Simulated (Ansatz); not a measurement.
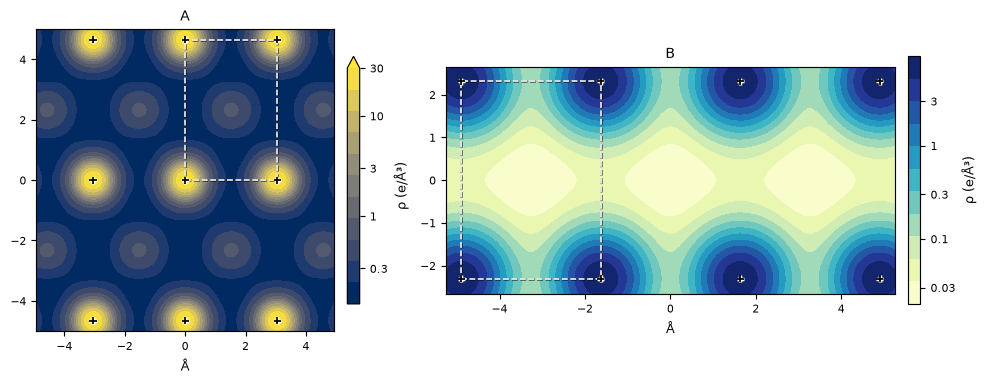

The valence electron density of 2 systems, each on a plane through atoms (crosses mark nuclei in the plane).

The calculation used Ansatz 0.2.0, DFT, revPBE, plane waves (420 eV) with PAW, scalar-relativistic.

System 1: As, the (010) plane of the conventional cell. Space group P6₃/mmc; set up as As, hcp; a generated structure, not necessarily the stable one; changed on purpose from its base cell (volume × 0.96); computed pressure about 4 GPa in this cell.

System 2: Tl, the (110) plane of the conventional cell. Space group Pm-3m; set up as Tl, simple cubic; a generated structure, not necessarily the stable one; changed on purpose from its base cell (volume × 0.96); computed without spin polarisation.

**Match each panel to its system.**

Panel A is system 1, As: the plane holds As. As–As (3.05 Å): ρ is about 0.19 e/Å³ halfway. Panel B is system 2, Tl: the plane holds Tl. Tl–Tl (3.27 Å): ρ at the midpoint is about 0.15 e/Å³.
